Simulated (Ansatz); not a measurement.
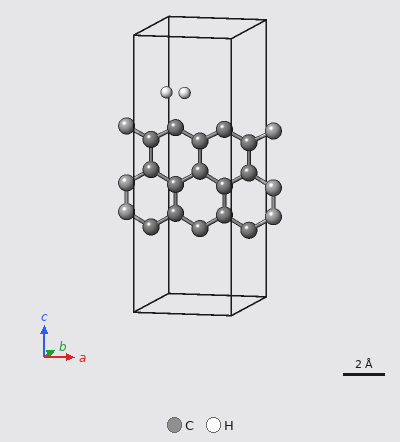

The input geometry (ball-and-stick view of the cell of the calculation, with the vacuum cut short, seen slightly off an axis; neighbours outside the cell are drawn fainter). An atom can appear more than once, as a periodic image.

# Run report: C₆H, single-point calculation

The run: single-point calculation of C₆H (slab, 14 atoms in the cell). Method and program: DFT PBE, scalar-relativistic, plane waves, PAW, PAW set soft_1, no spin polarisation (Ansatz 0.2.0).

The structure derives from a Materials Project entry. Figures and captions count atoms from 1; the log counts them from 0 in places.

Log
```
Engine: ansatz 0.2.0, aarch64-unknown-linux-gnu
Pseudopotentials: kind: paw
Pseudopotential: C, paw, valence charge 4, recommended cutoff 420 eV (normal), [file]
Pseudopotential: H, paw, valence charge 1, recommended cutoff 420 eV (normal), [file]
Functional definition: PBE
  parameter kappa = 0.804
  parameter beta = 0.06672455060314922
  exchange = pbe_x(kappa = kappa, mu = beta*pi^2/3)
  correlation = pbe_c(beta = beta)
Crystal: 14 atoms, lattice volume = 964.416 Å³
Basis set: ecut = 420 eV, 18909 PW (Γ), exchange–correlation on 72×120×320 points (8 copies of the dense FFT grid, shifted against one another)
Bands: 39, of which v1, the nominal top of the filled ones, is band 25 counted from 1 (24 counted from 0)
Symmetry: 4 space group operations
Space group: Pmm2 (ITA 25), of the structure as read, at distance tolerance 9.9e-5 Å
k-points: 8 of 18
Non-local potential: C, projectors of the file, l = 0: 2, l = 1: 2, l = 2: 1
Non-local potential: H, projectors of the file, l = 0: 2, l = 1: 1
PAW form: soft (Blöchl's): semilocal exchange-correlation on the pseudo side does not see the compensation charge
PAW one-centre angular grid: C, 110 points (default); XC on 64 Gauss nodes
PAW one-centre angular grid: H, 110 points (default); XC on 64 Gauss nodes
Initial wavefunctions: pseudopotential atomic-orbital guess
Functional: x = pbe(κ = 0.804, μ = 0.2195149727645171), c = pbe(β = 0.06672455060314922)
SCF iter   1: F=—  HF=-3037.324417 eV  |F-HF|=—  |Δ(HF+E_count)|=         —  Δρ=4.47e-2  dr2=2.45e1  ethr=3.10e-3  p=0.000 e·Å  D=4.09e-7 V/Å  ΔV_dip=-0.00 eV  dr2_dipole=2.03e0  V_vac-E_F(+/−)=8.59/8.59 eV  ⟨swp⟩=8.1  Hψ=1770  notcnv=0  defer=33
efield: sawtooth ramp at fractional position 0.7998 (placed from the atoms, in the widest stretch of the axis that holds none; the zero of the levels goes with the place), width 0.0400; the density the first Hamiltonian is built on has a dipole p = 0.000 e·Å; the dipole correction subtracts the counter field D = 4.09e-7 V/Å, which shifts the + side's vacuum level by -0.00 eV against the − side's; the planar-averaged density in the ramp window peaks in size at 7.0e-7 e/Å³
preconditioner: auto → LDOS  [metal: Δε(μ)=0.020 eV  Ē_g=13.147 eV  σ=0.100 eV  W_gap=0.11  n_scr=78 (ndim 8)  ℏωp=8.1 eV  f_vac=0.770  D(μ)=10.72/eV (n_scr^D=38)  β→1.0]
SCF iter   2: F=—  HF=-3030.232071 eV  |F-HF|=—  |Δ(HF+E_count)|=    7.09e0  Δρ=1.61e-2  dr2=5.57e0  ethr=3.10e-3  p=0.445 e·Å  D=8.35e-2 V/Å  ΔV_dip=-1.92 eV  dr2_dipole=3.49e-1  V_vac-E_F(+/−)=5.46/7.38 eV  ⟨swp⟩=3.8  Hψ=802  notcnv=0  defer=62
SCF iter   3: F=—  HF=-3030.090751 eV  |F-HF|=—  |Δ(HF+E_count)|=   1.41e-1  Δρ=9.64e-3  dr2=2.78e0  ethr=3.10e-3  p=0.398 e·Å  D=7.46e-2 V/Å  ΔV_dip=-1.71 eV  dr2_dipole=4.52e-1  V_vac-E_F(+/−)=5.45/7.16 eV  ⟨swp⟩=3.0  Hψ=610  notcnv=0  defer=58
SCF iter   4: F=—  HF=-3029.946749 eV  |F-HF|=—  |Δ(HF+E_count)|=   1.44e-1  Δρ=5.43e-3  dr2=5.28e-1  ethr=3.10e-3  p=0.425 e·Å  D=7.97e-2 V/Å  ΔV_dip=-1.83 eV  dr2_dipole=2.23e-2  V_vac-E_F(+/−)=5.06/6.89 eV  ⟨swp⟩=2.4  Hψ=294  notcnv=0  defer=58
SCF iter   5: F=—  HF=-3029.869553 eV  |F-HF|=—  |Δ(HF+E_count)|=   7.72e-2  Δρ=5.24e-3  dr2=8.14e-1  ethr=1.06e-3  p=0.439 e·Å  D=8.23e-2 V/Å  ΔV_dip=-1.89 eV  dr2_dipole=1.14e-1  V_vac-E_F(+/−)=4.69/6.58 eV  ⟨swp⟩=4.0  Hψ=522  notcnv=0  defer=58
SCF iter   6: F=—  HF=-3029.853715 eV  |F-HF|=—  |Δ(HF+E_count)|=   1.58e-2  Δρ=4.64e-3  dr2=5.72e-1  ethr=1.06e-3  p=0.428 e·Å  D=8.02e-2 V/Å  ΔV_dip=-1.84 eV  dr2_dipole=8.09e-2  V_vac-E_F(+/−)=4.61/6.46 eV  ⟨swp⟩=4.1  Hψ=383  notcnv=0  defer=49
SCF iter   7: F=—  HF=-3029.827106 eV  |F-HF|=—  |Δ(HF+E_count)|=   2.66e-2  Δρ=1.94e-3  dr2=4.79e-2  ethr=1.06e-3  p=0.417 e·Å  D=7.82e-2 V/Å  ΔV_dip=-1.79 eV  dr2_dipole=1.07e-4  V_vac-E_F(+/−)=4.50/6.30 eV  ⟨swp⟩=1.8  Hψ=311  notcnv=0  defer=49
SCF iter   8: F=—  HF=-3029.824175 eV  |F-HF|=—  |Δ(HF+E_count)|=   2.93e-3  Δρ=1.80e-3  dr2=8.82e-2  ethr=9.57e-5  p=0.411 e·Å  D=7.71e-2 V/Å  ΔV_dip=-1.77 eV  dr2_dipole=1.63e-2  V_vac-E_F(+/−)=4.50/6.27 eV  ⟨swp⟩=2.5  Hψ=479  notcnv=0  defer=49
SCF iter   9: F=—  HF=-3029.822106 eV  |F-HF|=—  |Δ(HF+E_count)|=   2.07e-3  Δρ=1.15e-3  dr2=4.02e-2  ethr=9.57e-5  p=0.404 e·Å  D=7.58e-2 V/Å  ΔV_dip=-1.74 eV  dr2_dipole=7.60e-3  V_vac-E_F(+/−)=4.52/6.26 eV  ⟨swp⟩=2.0  Hψ=317  notcnv=0  defer=49
SCF iter  10: F=—  HF=-3029.821370 eV  |F-HF|=—  |Δ(HF+E_count)|=   7.36e-4  Δρ=4.79e-4  dr2=6.03e-3  ethr=8.03e-5  p=0.400 e·Å  D=7.51e-2 V/Å  ΔV_dip=-1.72 eV  dr2_dipole=1.01e-3  V_vac-E_F(+/−)=4.54/6.26 eV  ⟨swp⟩=1.5  Hψ=267  notcnv=0  defer=49
SCF iter  11: F=—  HF=-3029.821249 eV  |F-HF|=—  |Δ(HF+E_count)|=   1.22e-4  Δρ=1.91e-4  dr2=5.27e-4  ethr=1.21e-5  p=0.400 e·Å  D=7.50e-2 V/Å  ΔV_dip=-1.72 eV  dr2_dipole=2.37e-6  V_vac-E_F(+/−)=4.55/6.27 eV  ⟨swp⟩=1.0  Hψ=275  notcnv=0  defer=49
SCF iter  12: F=—  HF=-3029.821244 eV  |F-HF|=—  |Δ(HF+E_count)|=   4.80e-6  Δρ=1.16e-4  dr2=2.45e-4  ethr=1.05e-6  p=0.400 e·Å  D=7.51e-2 V/Å  ΔV_dip=-1.72 eV  dr2_dipole=1.13e-5  V_vac-E_F(+/−)=4.55/6.27 eV  ⟨swp⟩=2.4  Hψ=395  notcnv=0  defer=49
SCF iter  13: F=—  HF=-3029.821273 eV  |F-HF|=—  |Δ(HF+E_count)|=   2.88e-5  Δρ=5.22e-5  dr2=4.48e-5  ethr=4.89e-7  p=0.400 e·Å  D=7.51e-2 V/Å  ΔV_dip=-1.72 eV  dr2_dipole=8.96e-8  V_vac-E_F(+/−)=4.55/6.28 eV  ⟨swp⟩=1.6  Hψ=366  notcnv=0  defer=49
SCF iter  14: F=—  HF=-3029.821395 eV  |F-HF|=—  |Δ(HF+E_count)|=   1.23e-4  Δρ=2.86e-5  dr2=1.37e-5  ethr=8.96e-8  p=0.400 e·Å  D=7.51e-2 V/Å  ΔV_dip=-1.72 eV  dr2_dipole=7.67e-9  V_vac-E_F(+/−)=4.55/6.27 eV  ⟨swp⟩=2.4  Hψ=483  notcnv=0  defer=49
SCF iter  15: F=—  HF=-3029.821397 eV  |F-HF|=—  |Δ(HF+E_count)|=   1.62e-6  Δρ=1.18e-5  dr2=1.55e-6  ethr=2.74e-8  p=0.399 e·Å  D=7.49e-2 V/Å  ΔV_dip=-1.72 eV  dr2_dipole=3.13e-8  V_vac-E_F(+/−)=4.55/6.27 eV  ⟨swp⟩=2.9  Hψ=403  notcnv=0  defer=49
SCF iter  16: F=—  HF=-3029.821398 eV  |F-HF|=—  |Δ(HF+E_count)|=   1.25e-6  Δρ=7.24e-6  dr2=1.27e-6  ethr=3.09e-9  p=0.399 e·Å  D=7.49e-2 V/Å  ΔV_dip=-1.72 eV  dr2_dipole=1.24e-7  V_vac-E_F(+/−)=4.55/6.27 eV  ⟨swp⟩=3.0  Hψ=490  notcnv=0  defer=49
SCF iter  17: F=—  HF=-3029.821399 eV  |F-HF|=—  |Δ(HF+E_count)|=   4.75e-7  Δρ=2.50e-6  dr2=1.00e-7  ethr=2.00e-10  p=0.399 e·Å  D=7.49e-2 V/Å  ΔV_dip=-1.72 eV  dr2_dipole=4.30e-10  V_vac-E_F(+/−)=4.55/6.27 eV  ⟨swp⟩=33.1  Hψ=3724  notcnv=0
SCF iter  18: F=-3029.821399 eV  HF=-3029.821399 eV  |F-HF|=6.13e-8  |Δ(HF+E_count)|=   1.81e-7  Δρ=1.04e-6  dr2=1.83e-8  ethr=2.00e-10  p=0.399 e·Å  D=7.49e-2 V/Å  ΔV_dip=-1.72 eV  dr2_dipole=2.69e-10  V_vac-E_F(+/−)=4.55/6.27 eV  ⟨swp⟩=13.4  Hψ=2136  notcnv=0
SCF 1 converged in 18 iterations: F = -3029.821399 eV  dr2 = 1.83e-8
  greatest PAW one-centre occupation: 0.696 electrons in one spin orbital (limit 2), on the C atom at site 10 (counted from 0), in its partial waves of l = 0
```

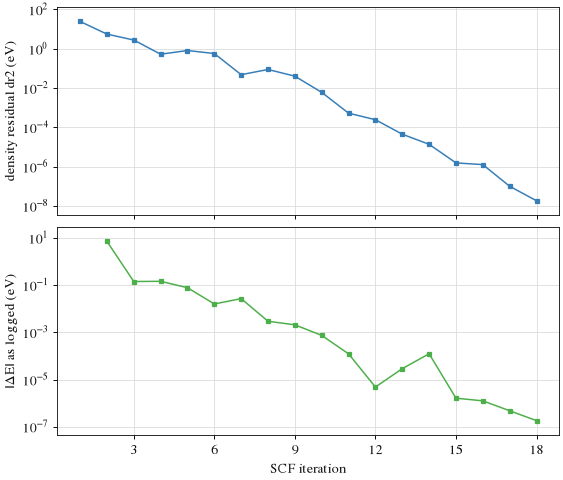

Convergence of the self-consistent field: density residual dr2 and size of the energy change against the SCF iteration. The residual falls almost steadily, with no more than small rises.

```
WARN: The output density's exchange-correlation potential varies sharply where the density is thin. Do not read a vacuum level from v_tot or v_xc, or from such a field of the output density. On a cell that repeats whose density bears no net charge and no dipole along the vacuum's axis use v_es (v_loc + v_h of the components); under efield.dipole_correction with no amplitude use v_es + v_field, which holds any external_charges[].barrier, or the levels of the report's work_function block, which leave it out; under a non-zero efield.amplitude the vacuum is tilted and has no level; on a cell that repeats and bears such a dipole with no correction it is tilted too, and efield.dipole_correction with no amplitude gives each side of its ramp a level where efield: is served; in a cell that repeats whose density bears a net charge (total_charge, or a fill off its count) it is curved and has none; of a slab under crystal.periodic whose density bears no net charge use v_es, which has a level on each side, short of where the two are joined; of another it falls or rises all the way out and has none; of a slab beside external_charges read slab_vacuum_level instead, which it has where they leave it neutral. The grid or the basis barely resolves most such structure, and the values can differ between equally converged runs; as a rule a tighter scf.convergence.dr2_threshold does not remove it. Where the density itself ripples (under the LDA too) a higher basis.ecutwfc lessens it. The files hold the spikes' plane waves up to the density's cutoff. Files: v_tot_of_output_density and the like, and their columns of v_z.tsv (output.write_potential); v_xc_of_output_density and the like, and their columns of v_comp_z.tsv (output.write_potential_components). Measured: with its Gaussian average of σ = 0.25 Å subtracted twice, the exchange-correlation potential is over 0.1 eV at 1840 of the grid points where the equally averaged density (valence and model cores) is under 1e-3 e/Å³, and 0.951 eV at the most among them, at an averaged density of 1.1e-5 e/Å³. The input density's (outcome.potential() and, of a run that writes arrays, v_tot and v_xc) is over 0.1 eV, so measured, at 1824 points of its own thin density, 1.02 eV at the most. See output.write_potential in the manual, Limitations
SCF converged after 18 iterations
Free energy (F): -3029.821399 eV
Harris-Foulkes:  -3029.821399 eV  (|F-HF|=6.13e-8)
Internal energy: -3029.738519 eV  (E = F + TS)
E sigma→0 (E₀):  -3029.779959 eV
Entropy (-TS):   -0.082880 eV (-5.920 meV/atom)
Fermi energy:    -3.900975 eV
Dipole field:    D = 0.074919 V/Å  (p = 0.399293 e·Å, saw-weighted, corrected)
Work function:   Φ+ = 4.5536 eV   Φ− = 6.2724 eV
Levels:          The Fermi level and band energies are counted from a zero that moves with the ramp; work functions are not
--- Per-component energies (eV) ---
  E_band       = -602.833032
  E_kinetic    = 1061.376772
  E_local      = -16327.374343  (includes V_loc(G=0)·N_el)
  E_nonlocal   = 287.281209
  E_hartree    = 7584.508012
  E_xc         = -570.962578
  E_vxc        = -702.846567  (∫ρ·V_xc dr)
  E_paw        = -1200.090294  (= ΣΔE_a)
  E_vpaw       = -92.866006  (= ΣTr[D̂ρ^β])
  E_aug_tail   = -0.001504  (compensation charges beyond the density's cutoff)
  E_efield     = 0.014957  (sawtooth field / dipole correction)
  E_vefield    = 2.572533  (∫n·V_field dr)
  E_ewald      = 6135.509249
  E_smearing   = -0.082880  (= −TS)
  E_closure    = -0.000000  (closes the sum)
  Σ components = -3029.821399   (vs F -3029.821399, Δ=0.00e0)
--- Forces (eV/Å), atoms counted from 1 ---
  atom   1  C     -0.24470017     0.00000000     1.59661903
  atom   2  C      0.24470017     0.00000000     1.59661903
  atom   3  C      0.00000000     0.00000000    -3.18032452
  atom   4  C      0.00000000     0.00000000    -2.72993469
  atom   5  C      0.00000000     0.00000000     1.05419934
  atom   6  C      0.00000000     0.00000000     1.41178832
  atom   7  C      0.37155645     0.00000000     0.38650878
  atom   8  C     -0.37155645     0.00000000     0.38650878
  atom   9  C     -0.45355675     0.00000000    -0.26258424
  atom  10  C      0.45355675     0.00000000    -0.26258424
  atom  11  C      0.00000000     0.00000000    -1.71096443
  atom  12  C      0.00000000     0.00000000     1.96827778
  atom  13  H      1.91938585     0.00000000    -0.12707318
  atom  14  H     -1.91938585     0.00000000    -0.12707318
  max |Σ_I F_I| component: 1.74e-5 eV/Å
--- Band table (eV; the first three rows and the last of 8) ---
  k-point 0: bands = ["-22.7376", "-21.1097", "-18.7560", "-18.5909", "-18.4967", "-17.0150", "-16.7023", "-14.8984", "-14.8979", "-14.4384", "-11.7417", "-11.1753", "-11.0192", "-10.7406", "-10.0775", "-9.6069", "-9.0977", "-8.8679", "-7.2179", "-7.0205", "-6.1776", "-6.0681", "-4.6884", "-4.1679", "-4.0092", "-3.8541", "-2.9474", "-2.9150", "-1.7839", "-1.1204", "-0.2686", "-0.0362", "0.4803", "0.4843", "1.1659", "1.3178", "1.6951", "2.1424", "2.4983"]
  k-point 1: bands = ["-22.7376", "-21.1097", "-18.7560", "-18.5909", "-18.4967", "-17.0150", "-16.7022", "-14.8984", "-14.8979", "-14.4384", "-11.7416", "-11.1753", "-11.0192", "-10.7408", "-10.0776", "-9.6069", "-9.0980", "-8.8680", "-7.2180", "-7.0206", "-6.1776", "-6.0680", "-4.6880", "-4.1678", "-4.0087", "-3.8543", "-2.9476", "-2.9142", "-1.7840", "-1.1207", "-0.3045", "0.2418", "0.4852", "0.7186", "0.8809", "1.4510", "1.5327", "1.9320", "2.0779"]
  k-point 2: bands = ["-22.6170", "-20.9957", "-19.7673", "-18.6420", "-18.2809", "-16.9106", "-16.0251", "-15.5032", "-14.3925", "-13.5478", "-12.0599", "-11.4574", "-10.6148", "-10.5933", "-10.4402", "-9.6603", "-9.3155", "-8.9538", "-7.7088", "-7.2815", "-6.8704", "-5.9638", "-4.6749", "-4.0727", "-3.9456", "-3.8310", "-3.1055", "-3.0227", "-1.4590", "-0.3071", "0.0790", "0.1398", "0.3382", "0.7888", "1.3433", "1.4409", "1.8924", "2.3074", "2.6602"]
  k-point 7: bands = ["-21.7223", "-21.5883", "-20.1827", "-19.9267", "-17.8423", "-17.6515", "-14.2789", "-14.0203", "-13.0888", "-12.9927", "-12.3167", "-12.1721", "-11.2720", "-10.6517", "-10.5002", "-9.8424", "-9.4963", "-9.4403", "-9.3733", "-7.9414", "-7.6738", "-5.7803", "-5.6066", "-4.2240", "-3.9137", "-3.8932", "-3.5830", "-1.2683", "-1.0019", "0.1349", "1.2011", "1.5268", "1.7434", "1.9236", "2.1923", "2.3528", "2.3789", "2.7060", "2.9226"]
```

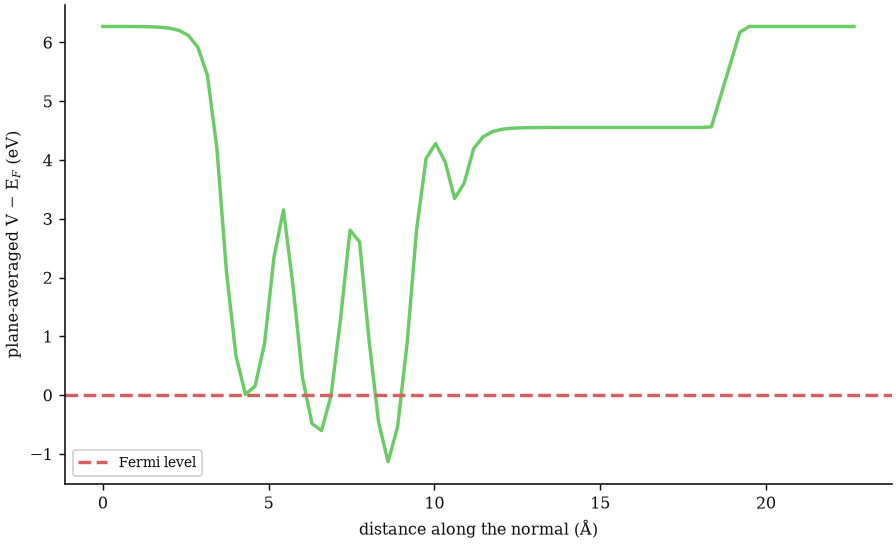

Plane average of the electrostatic potential energy of an electron across the cell, from the Fermi level. The vacuum level lies 4.55 eV above the Fermi level on the upper side and 6.27 eV on the lower.

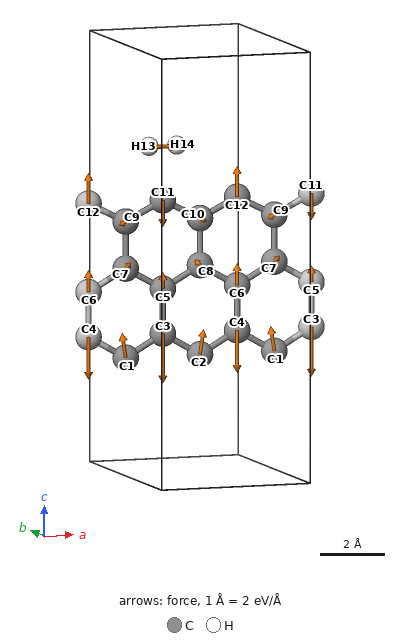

Forces on the atoms as orange arrows (ball-and-stick view of the cell of the calculation, with the vacuum cut short, seen slightly off an axis; neighbours outside the cell are drawn fainter; atoms are numbered from 1 in the order of the input). The largest act on C3 (3.18 eV/Å); C4 (2.73 eV/Å); C12 (1.97 eV/Å); H13, H14 (1.92 eV/Å), among others. The geometry is not a stationary point of this energy.

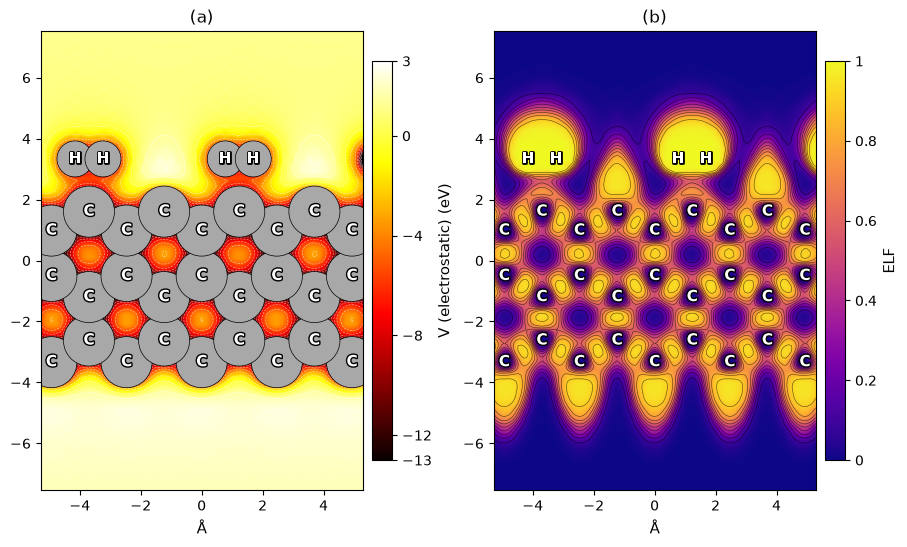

(a) electrostatic potential energy of an electron; (b) electron localisation function on the (010) plane of the calculation cell, a cut from vacuum to vacuum. Grey discs, where drawn, cover atomic cores. The fields are those of the smooth PAW valence density.

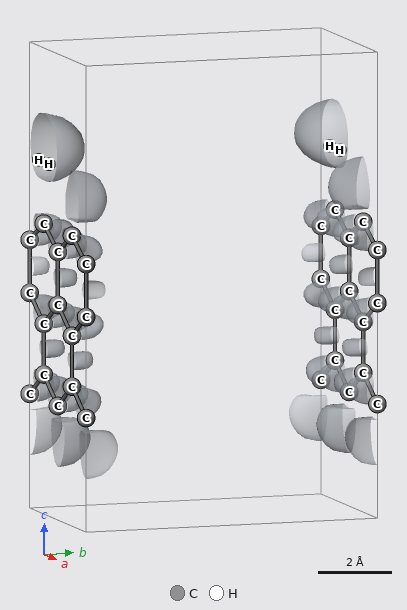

Isosurface of the electron localisation function at 0.8 (grey), seen slightly off an axis. Only the valence region is drawn (cores and ρ < 0.01 e/Å³ removed). Sticks mark near contacts. Along the contacts the grid gives the following.

The run was set up as follows.

The input
```yaml
crystal:
  lattice:
    - [4.9326910638, 0.0, 0.0]
    - [0.0, 8.5222964205, 0.0]
    - [0.0, 0.0, 22.9416055954]
  atoms:
    - { symbol: C, position: [0.0, 0.0, 0.174355713] }
    - { symbol: C, position: [0.5, 0.0, 0.174355713] }
    - { symbol: C, position: [0.25, 0.0, 0.2053898368] }
    - { symbol: C, position: [0.75, 0.0, 0.2053898368] }
    - { symbol: C, position: [0.25, 0.0, 0.2674580844] }
    - { symbol: C, position: [0.75, 0.0, 0.2674580844] }
    - { symbol: C, position: [0.0, 0.0, 0.2977124344] }
    - { symbol: C, position: [0.5, 0.0, 0.2977124344] }
    - { symbol: C, position: [0.0, 0.0, 0.3626190265] }
    - { symbol: C, position: [0.5, 0.0, 0.3626190265] }
    - { symbol: C, position: [0.25, 0.0, 0.3897550046] }
    - { symbol: C, position: [0.75, 0.0, 0.3897550046] }
    - { symbol: H, position: [0.1568459804, 0.0, 0.4651638505] }
    - { symbol: H, position: [0.3431540196, 0.0, 0.4651638505] }
basis:
  ecutwfc: 420
kpoints:
  mp_grid: { grid: [6, 3, 1] }
hamiltonian:
  xc: pbe
  pseudopotentials: { kind: paw, azcp: { folder: soft_1 } }
scf:
  occupations: { method: gaussian, width: 0.1 }
output:
  forces: true
  eigenvalues: true
  write_density: true
  write_potential: true
  elf: true
  volumetric_format: npy
efield:
  axis: 3
  dipole_correction: true
  ramp_width: 0.04
```

Run as:
```bash
ansatz run input.yaml --threads 1 --pin off --max-ram 3072MiB --backend cpu --events-out ev --progress --plain --runs-dir out
```

Summary

- outcome: converged
- electrons treated: 50
- free energy: −3029.8214 eV
- work function, top face: 4.55 eV
- work function, bottom face: 6.27 eV
- Fermi energy: −3.901 eV
- gap on the k-point mesh: 0.02 eV
- work function (upper face): 4.55 eV
- largest force (length of the vector): 3.180 eV/Å
- hardware: 1 thread of Arm Neoverse V2, 24 GiB of memory available, shared host
- wall time: 56 s
- peak memory: 0.84 GiB

Notes

Warnings of the run: the exchange-correlation potential is rough where the density is thin.
